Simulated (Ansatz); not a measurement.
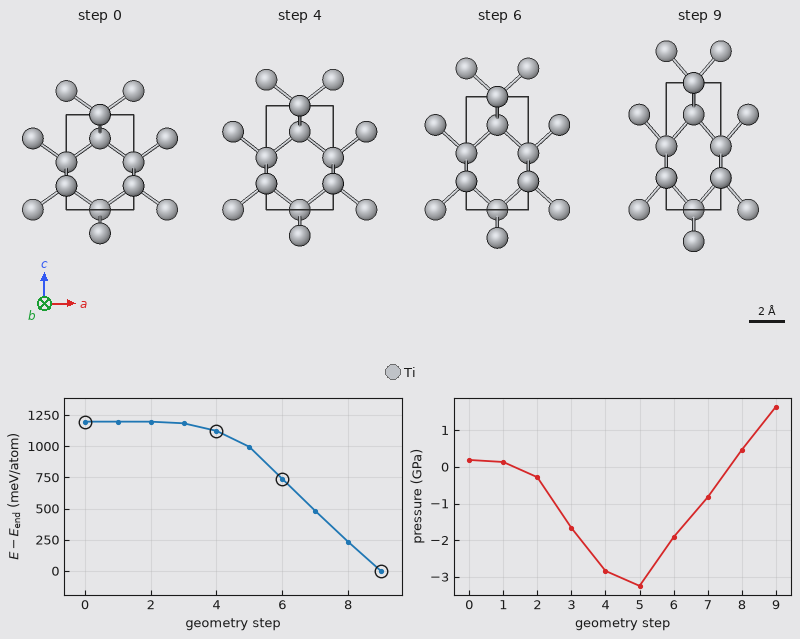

Frames of a relaxation of solid Ti (set up in Fd-3m), marked on the history of the run. A ball-and-stick model of the cell of the calculation, seen along the b axis.

Case: 4 of 4 Ge sites taken by Ti, cell and atoms relaxed.

Method: DFT r2SCAN, scalar-relativistic, plane waves, PAW in Ansatz. (plane-wave cutoff 500 eV; k-point mesh 10 × 10 × 8; occupations gaussian; smearing width 0.1 eV; no spin polarisation; cell and atoms relaxed; force threshold 0.015 eV/Å; at most 60 steps)

What happens along the run?

The run was cut off at its time limit before the relaxation converged, so the last structure is only a point on the way. No atom moves by more than 0.005 Å relative to the cell. The drawn cell changes as follows: a = b 3.922 → 3.181 Å (−18.9 %), c 5.546 → 7.404 Å (+33.5 %); the volume changes by −12.2 %. Among the contacts that change: Ti–Ti 3.922 → 3.181 Å, Ti–Ti 2.402 → 2.441 Å. Among the angles between lasting bonds that change: Ti–Ti–Ti 109.5° → 81.3°, Ti–Ti–Ti 109.5° → 125.1°. The space group (tolerance 0.01 Å) goes from Fd-3m (No. 227) to I4_1/amd (No. 141). After 9 geometry steps the energy has fallen by 1198 meV per atom. All forces vanish by symmetry, so only the cell relaxes. Pressure: 0.19 GPa at the start and 1.64 GPa at the end. From step 0 to 4: volume +8.0 %, energy −73.9 meV per atom. From step 4 to 6: volume −6.2 %, energy −384 meV per atom. From step 6 to 9: volume −13.3 %, energy −739 meV per atom.
